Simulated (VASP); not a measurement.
The compound is MnO (space group P6_3mc, No. 186), taken as an entry of the Crystallography Open Database, as set up for an electronic-structure calculation.

```yaml
crystal:
  lattice:
    - [3.37170, 0.00000, 0.00000]
    - [-1.68585, 2.91998, 0.00000]
    - [0.00000, 0.00000, 5.38550]
  atoms:
    - { symbol: Mn, position: [0.66667, 0.33333, 0.51096] }
    - { symbol: Mn, position: [0.33333, 0.66667, 0.01096] }
    - { symbol: O, position: [0.66667, 0.33333, 0.87547] }
    - { symbol: O, position: [0.33333, 0.66667, 0.37547] }
```

Describe the stacking along c, with columns A (0, 0), B (1/3, 2/3), C (2/3, 1/3) of the hexagonal mesh.

Mn(B) – O(B) – Mn(C) – O(C) (four layers in 5.39 Å).

O layers alone: BC, the hexagonal close-packed type.

Mn: two tetrahedral sites in each hexagonal cell.

Polytype symbol 2H, the symbol of a tetrahedral polytype (number of double layers in the repeat and lattice).

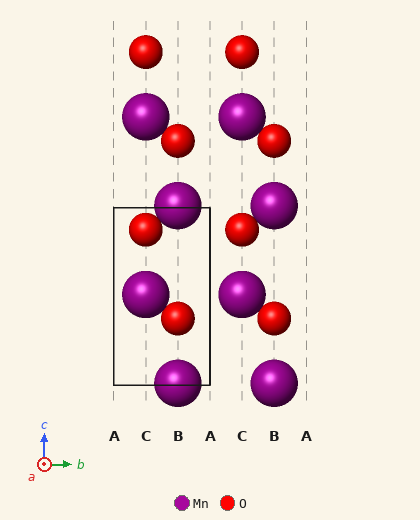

Projection along an edge of the hexagonal mesh, stacking direction c upwards. The dashed lines mark the three columns A (0, 0), B (1/3, 2/3) and C (2/3, 1/3). The sequence starts with the first layer at or above the cell's origin.
